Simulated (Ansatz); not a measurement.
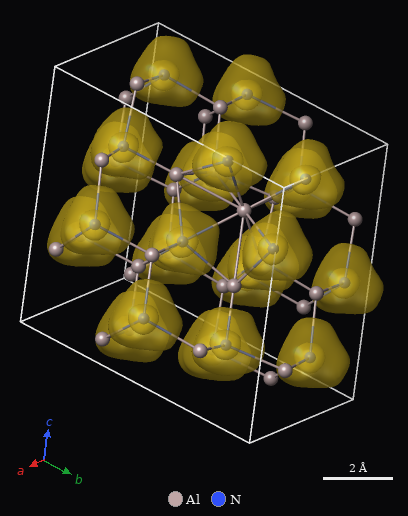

Figure. Al17N16 (cell with a defect). Isosurface of the electron localisation function at 0.7 (yellow), seen slightly off an axis. Core shells and regions of very low density are left out. Sticks mark near contacts.

Spin-polarised.

Theory: DFT PBE, scalar-relativistic, plane waves, PAW (Ansatz).

In a PAW calculation such maps are meaningful between the atoms, not at the nuclei.

```yaml
crystal:
  lattice:
    - [4.40317, -4.40317, -4.40317]
    - [-4.40317, -4.40317, 4.40317]
    - [-4.40317, 4.40317, -4.40317]
  atoms:
    - { symbol: Al, position: [0.25605, 0.25665, 0.51197] }
    - { symbol: Al, position: [0.25605, 0.51223, 0.25638] }
    - { symbol: Al, position: [0.24389, 0.75057, 0.00589] }
    - { symbol: Al, position: [0.00555, 0.24449, 0.75031] }
    - { symbol: Al, position: [0.24389, 0.00615, 0.75030] }
    - { symbol: Al, position: [0.98830, 0.49498, 0.49471] }
    - { symbol: Al, position: [0.00555, 0.75057, 0.24423] }
    - { symbol: Al, position: [0.74997, 0.24449, 0.00590] }
    - { symbol: Al, position: [0.04509, 0.04569, 0.04543] }
    - { symbol: Al, position: [0.74997, 0.45545, 0.75031] }
    - { symbol: Al, position: [0.74997, 0.75056, 0.45518] }
    - { symbol: Al, position: [0.51163, 0.25664, 0.25638] }
    - { symbol: Al, position: [0.74997, 0.00616, 0.24423] }
    - { symbol: Al, position: [0.49438, 0.49498, 0.98864] }
    - { symbol: Al, position: [0.45485, 0.75057, 0.75031] }
    - { symbol: Al, position: [0.49438, 0.98890, 0.49472] }
    - { symbol: N, position: [0.99997, 0.25057, 0.50031] }
    - { symbol: N, position: [0.99997, 0.50057, 0.25030] }
    - { symbol: N, position: [0.98322, 0.75057, 0.98356] }
    - { symbol: N, position: [0.74997, 0.22348, 0.75031] }
    - { symbol: N, position: [0.98322, 0.98382, 0.75030] }
    - { symbol: N, position: [0.74997, 0.51732, 0.51705] }
    - { symbol: N, position: [0.74997, 0.75057, 0.22322] }
    - { symbol: N, position: [0.49997, 0.25057, 0.00030] }
    - { symbol: N, position: [0.74997, 0.98382, 0.98356] }
    - { symbol: N, position: [0.51671, 0.51732, 0.75030] }
    - { symbol: N, position: [0.51672, 0.75057, 0.51705] }
    - { symbol: N, position: [0.27705, 0.27765, 0.27738] }
    - { symbol: N, position: [0.49997, 0.00057, 0.25030] }
    - { symbol: N, position: [0.24997, 0.50057, 0.00030] }
    - { symbol: N, position: [0.22289, 0.75057, 0.75030] }
    - { symbol: N, position: [0.24997, 0.00057, 0.50031] }
    - { symbol: Al, position: [0.74997, 0.75057, 0.75030] }
```

Question: Where are the electrons localised?

Answer: The surface consists of 16 regions on N in which the atom's valence shell and bonds are merged, counted in one cell of 33 atoms. Regions shared between cells count once. Profiles from the grid: Al–N (1.77 Å): the ELF peaks at about 0.85 in the valence shell of N, 0.9 Å from its nucleus, and is about 0.85 at the midpoint. Al–Al (2.25 Å): the ELF is about 0.35 at the midpoint.
